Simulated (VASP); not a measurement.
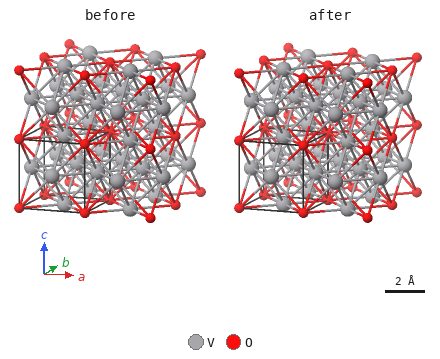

The structure of a crystal of V3O (a generated structure, set up in Pm-3m) before (left) and after (right) a relaxation, at one scale.

A ball-and-stick model of the cell of the calculation, repeated 2 × 2 × 2 with one cell outlined, seen slightly off an axis.

The run lets cell and atoms move.

All numbers below come from Kohn-Sham DFT of a periodic cell, PBE, VASP PAW PBE potentials, recommended in VASP 6.6.1.

The input:
```
PREC = Accurate ; ENCUT = 600
EDIFF = 1E-7 ; ISMEAR = 0
SIGMA = 0.1 ; LREAL = F
LASPH = T ; NELM = 150
ALGO = Normal ; ISIF = 3
LWAVE = F ; LCHARG = F
ISPIN = 2 ; MAGMOM = 2 2 2 0
LORBIT = 11 ; LMAXMIX = 4
GGA = PE ; IBRION = 2
NSW = 90 ; EDIFFG = -0.04
```

Launched with:
```bash
cat potpaw_PBE.64/V_sv/POTCAR potpaw_PBE.64/O/POTCAR > POTCAR
mpirun -np 1 vasp_std > vasp.out
```

> Summarise the run.

No atom moves by more than 0.005 Å relative to the cell. The volume changes by −6.4 %, with a = b = c 3.692 → 3.612 Å (−2.2 %). Among the contacts that change: V–V 2.611 → 2.554 Å, O–V 2.611 → 2.554 Å. The space group stays Pm-3m (No. 221). Over 2 geometry steps the energy falls by 97.7 meV per cell of the calculation. All forces vanish by symmetry, so only the cell relaxes. The pressure goes from −9.15 to −0.07 GPa.
